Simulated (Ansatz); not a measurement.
# Hf₉S₁₇ (cell with a defect): what the fields show

The calculation's input:

```
crystal:
  lattice:
    - [0.0, 6.2455376441, -5.7703877075]
    - [5.4087942601, -3.1227688221, -5.7703877075]
    - [-5.4087942601, -3.1227688221, -5.7703877075]
  atoms:
    - { symbol: Hf, position: [0.3333333333, 0.0, 0.6666666667] }
    - { symbol: Hf, position: [0.6666666667, 0.6666666667, 0.6666666667] }
    - { symbol: Hf, position: [0.3333333333, 0.3333333333, 0.3333333333] }
    - { symbol: Hf, position: [0.0, 0.3333333333, 0.6666666667] }
    - { symbol: Hf, position: [0.6658371509, 0.0068914191, 0.3425948177] }
    - { symbol: Hf, position: [0.3333333333, 0.6666666667, 1.0] }
    - { symbol: Hf, position: [0.0, 0.6666666667, 0.3333333333] }
    - { symbol: Hf, position: [0.6577105197, 0.3370081844, 1.0070966739] }
    - { symbol: Hf, position: [0.0014968055, 0.00381401, 0.9977549646] }
    - { symbol: S, position: [0.1952424496, 0.8619091162, 0.1952424496] }
    - { symbol: S, position: [0.8619091162, 0.5285757829, 0.8619091162] }
    - { symbol: S, position: [0.5285757829, 0.5285757829, 0.1952424496] }
    - { symbol: S, position: [0.1952424496, 0.1952424496, 0.8619091162] }
    - { symbol: S, position: [0.8619091162, 0.8619091162, 0.5285757829] }
    - { symbol: S, position: [0.5285757829, 0.8619091162, 0.8619091162] }
    - { symbol: S, position: [0.1952424496, 0.5285757829, 0.5285757829] }
    - { symbol: S, position: [0.5285757829, 0.1952424496, 0.5285757829] }
    - { symbol: S, position: [0.1380908838, 0.1380908838, 0.4714242171] }
    - { symbol: S, position: [0.4714242171, 0.8047575504, 0.4714242171] }
    - { symbol: S, position: [0.1380908838, 0.4714242171, 0.1380908838] }
    - { symbol: S, position: [0.8047575504, 0.4714242171, 0.4714242171] }
    - { symbol: S, position: [0.4714242171, 0.1380908838, 0.1380908838] }
    - { symbol: S, position: [0.1380908838, 0.8047575504, 0.8047575504] }
    - { symbol: S, position: [0.8047575504, 0.8047575504, 0.1380908838] }
    - { symbol: S, position: [0.4714242171, 0.4714242171, 0.8047575504] }
    - { symbol: S, position: [0.8047575504, 0.1380908838, 0.8047575504] }
  host:
    lattice:
      - [3.6058628401, 0.0, 0.0]
      - [-1.80293142, 3.1227688221, 0.0]
      - [0.0, 0.0, 5.7703877075]
    atoms:
      - { symbol: Hf, position: [0.0, 0.0, 0.0] }
      - { symbol: S, position: [0.6666666667, 0.3333333333, 0.7476059846] }
      - { symbol: S, position: [0.3333333333, 0.6666666667, 0.2523940154] }
basis:
  ecutwfc: 420
  xc_grid: 2
kpoints:
  mp_grid: { grid: [2, 2, 2], shift: [0.5, 0.5, 0.5] }
hamiltonian:
  xc: pbe
  dispersion: d3bj
scf:
  occupations: { method: gaussian, width: 0.01 }
output:
  forces: true
  stress: false
  eigenvalues: true
  charged_corrections:
    defect_position: [0.86190912, 0.19524245, 0.19524245]
    epsilon: [[42.1465, 0.0, 0.0], [0.0, 42.1465, 0.0], [0.0, 0.0, 6.4737]]
  write_density: true
  write_potential: true
  elf: true
  volumetric_format: npy
relax:
  adjacent_minimum: "off"
  f_tol: 0.025
  max_steps: 45
```

Run with:

```sh
ansatz run input.yaml --threads 4 --pin off --max-ram 10240MiB --backend cpu --events-out ev --progress --plain --runs-dir out
```

The fields are those of the run's last geometry, not of the input's.

These are results of DFT PBE+D3(BJ), scalar-relativistic, plane waves, PAW (Ansatz 0.2.0), not measurements.

In a PAW calculation such maps are meaningful between the atoms, not at the nuclei.

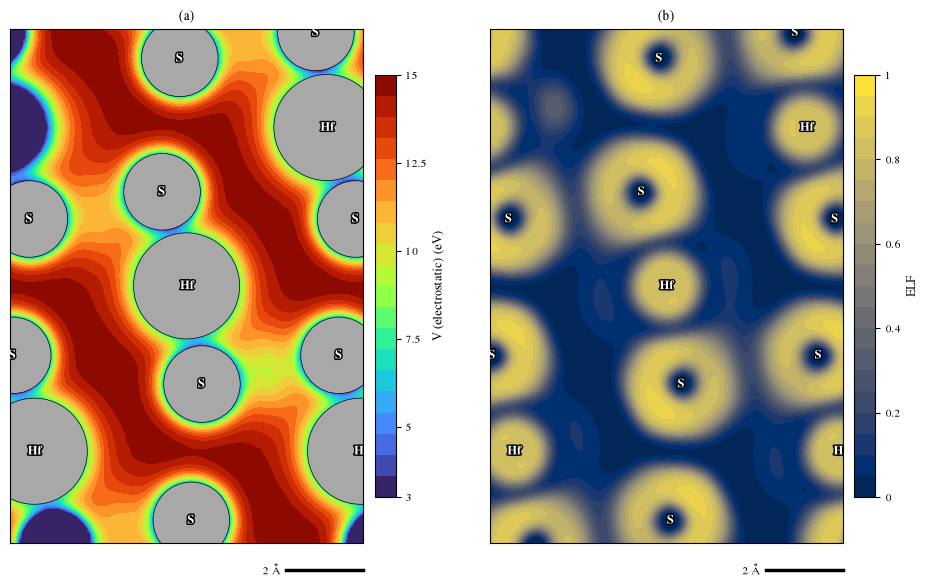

Figure 1. (a) electrostatic potential (local pseudopotential plus Hartree) felt by an electron; (b) electron localisation function on the (11̄0) plane of the calculation cell. Grey discs cover the atomic cores in the potential map.

### Read the bonding off the picture.

- Atoms in the plane: Hf and S.
- Hf–S (2.50 Å): the ELF peaks at about 0.85 in the valence shell of S, 0.8 Å from its nucleus, and is about 0.40 at the midpoint.
- Hf–S (2.53 Å): the ELF peaks at about 0.85 in the valence shell of S, 0.8 Å from its nucleus, and is about 0.40 at the midpoint.
- The features right at Hf lie inside the PAW spheres, where the map follows smoothed inner orbitals and isn't to be read closely.
- Outside the cores the potential energy rises away from the atoms and is highest about 2.1 Å from the nearest atoms; its zero is arbitrary.

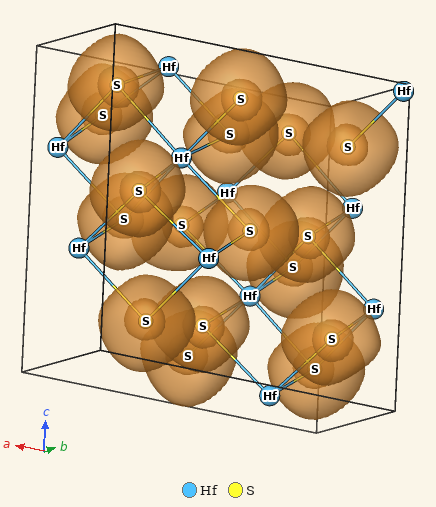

Figure 2. Isosurface of the electron localisation function at 0.7 (orange), seen at an oblique angle. Core shells and regions of very low density are left out. Sticks mark near contacts.

### Identify the bonds, lone pairs and shells in this picture.

At this value the surface marks out 17 regions wrapped around S (the valence shell of each), counted in one cell of 26 atoms. Any copies at cell faces, edges or corners count once. Along the contacts the grid gives the following. Hf–S (2.38 Å): the ELF peaks at about 0.85 in the valence shell of S, 0.8 Å from its nucleus, and is about 0.45 at the midpoint.
